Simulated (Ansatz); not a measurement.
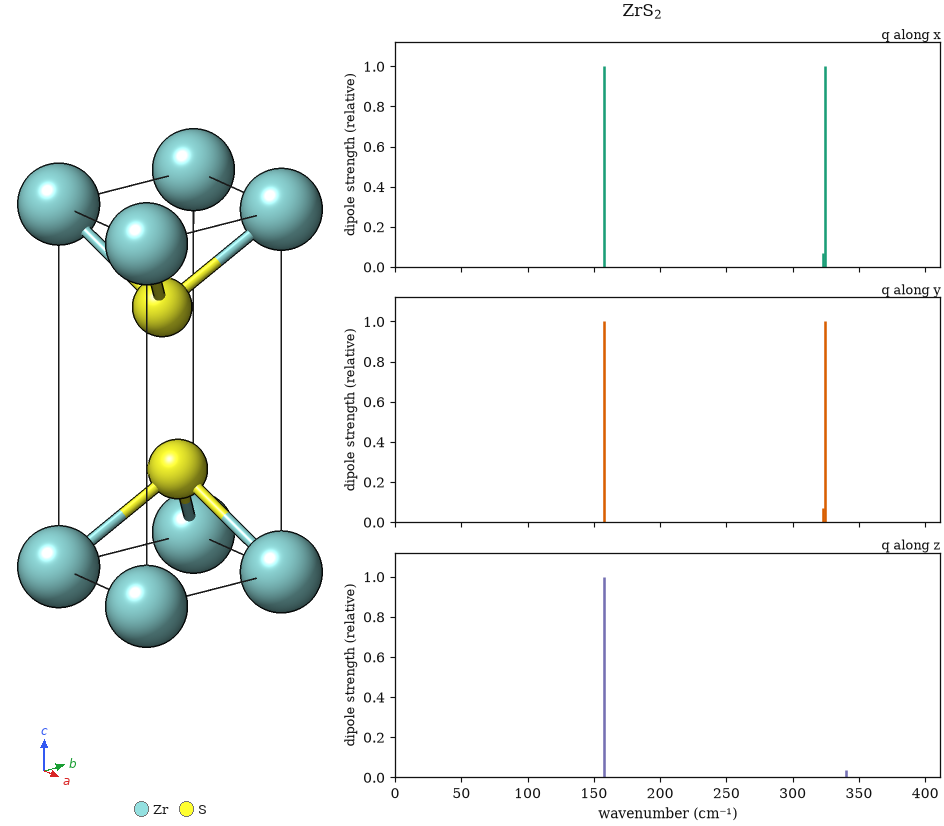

**Figure.** Polar optical modes, transverse and longitudinal, for each direction of approach to the zone centre for ZrS₂, space group P-3m1 (No. 164). Each panel is scaled to its strongest line. The conventional cell is drawn beside the plot.

Along x the polar lines lie at 158.0, 322.6, 324.4 cm⁻¹; along y the polar lines lie at 158.0, 322.6, 324.4 cm⁻¹; along z the polar lines lie at 158.0, 340.6 cm⁻¹ (lines above 2 % of the strongest).

How it was computed, with Ansatz 0.2.0: optical phonons of an insulator on the approach to the zone centre along x, y and z with the field of polar modes, imaginary frequencies are negative, field response on a mesh refined by the program; plane waves with PAW datasets. Level: PBEsol, no spin polarisation.

```tsv
setting	value
wave cutoff	420 eV
k mesh	12×12×6
occupations	fixed
volume relative to the relaxed cell	1.02
```

Structure:
```xyz
3
Lattice="3.6335 0.0000 0.0000 -1.8167 3.1467 0.0000 0.0000 0.0000 5.9851" Properties=species:S:1:pos:R:3 pbc="T T T"
Zr    0.0000    0.0000    0.0000
S     0.0000    2.0978    1.4511
S     1.8167    1.0489    4.5340
```
